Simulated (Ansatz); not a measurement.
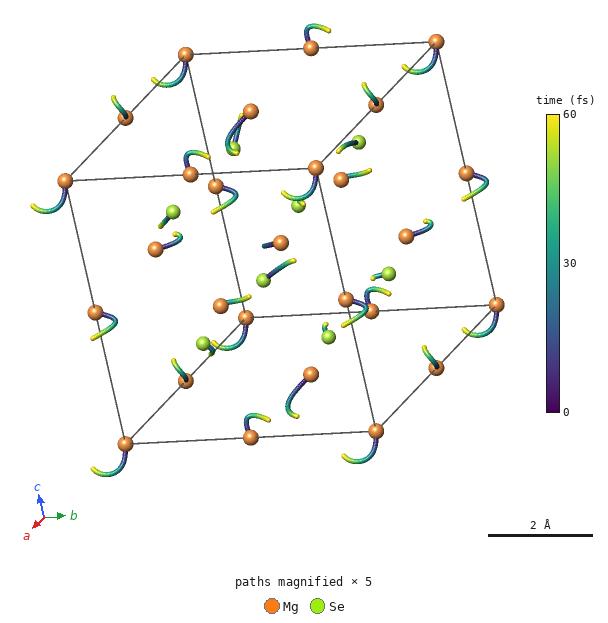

A Born-Oppenheimer molecular dynamics run of a 16-atom cell of MgSe (built on the rocksalt type), 60 fs long. Dots mark each atom's position at evenly spaced times, coloured by time; spheres stand at the starting positions. The excursions are magnified 5 times. Seen from a free direction in the reduced simulation cell.

All numbers below come from DFT, PBE, plane waves, PAW (Ansatz). Run with plane-wave cutoff 420 eV; k-point mesh 2 × 2 × 2; Fermi-Dirac smearing 0.02 eV; Nosé-Hoover thermostat (NVT); set temperature 200 K; time step 1.5 fs.

Input
```yaml
crystal:
  lattice:
    - [0.0, 5.4725387524, 5.4725387524]
    - [5.4725387524, 0.0, 5.4725387524]
    - [5.4725387524, 5.4725387524, 0.0]
  atoms:
    - { symbol: Mg, position: [0.0, 0.0, 0.0] }
    - { symbol: Se, position: [0.25, 0.25, 0.25] }
    - { symbol: Mg, position: [0.0, 0.0, 0.5] }
    - { symbol: Se, position: [0.25, 0.25, 0.75] }
    - { symbol: Mg, position: [0.0, 0.5, 0.0] }
    - { symbol: Se, position: [0.25, 0.75, 0.25] }
    - { symbol: Mg, position: [0.0, 0.5, 0.5] }
    - { symbol: Se, position: [0.25, 0.75, 0.75] }
    - { symbol: Mg, position: [0.5, 0.0, 0.0] }
    - { symbol: Se, position: [0.75, 0.25, 0.25] }
    - { symbol: Mg, position: [0.5, 0.0, 0.5] }
    - { symbol: Se, position: [0.75, 0.25, 0.75] }
    - { symbol: Mg, position: [0.5, 0.5, 0.0] }
    - { symbol: Se, position: [0.75, 0.75, 0.25] }
    - { symbol: Mg, position: [0.5, 0.5, 0.5] }
    - { symbol: Se, position: [0.75, 0.75, 0.75] }
kpoints:
  mp_grid: { grid: [2, 2, 2] }
hamiltonian:
  xc: pbe
scf:
  occupations: { method: fermi_dirac, width: 0.02 }
md:
  ensemble: nvt_nose_hoover
  temperature: 200
  timestep: 1.5
  n_steps: 40
  initial_velocities: maxwell_boltzmann
  seed: 6893
```

Launched with:
```bash
ansatz run input.yaml --threads 4 --pin off --max-ram 3686MiB --backend cpu --events-out ev --progress --plain --runs-dir out
```

Describe the motion.

Answer. Root-mean-square distances from the starting positions over the second half, with the common drift of all atoms taken out: Mg 0.12 Å, Se 0.09 Å. The run lasts only 60 fs, too short to tell vibration from diffusion.
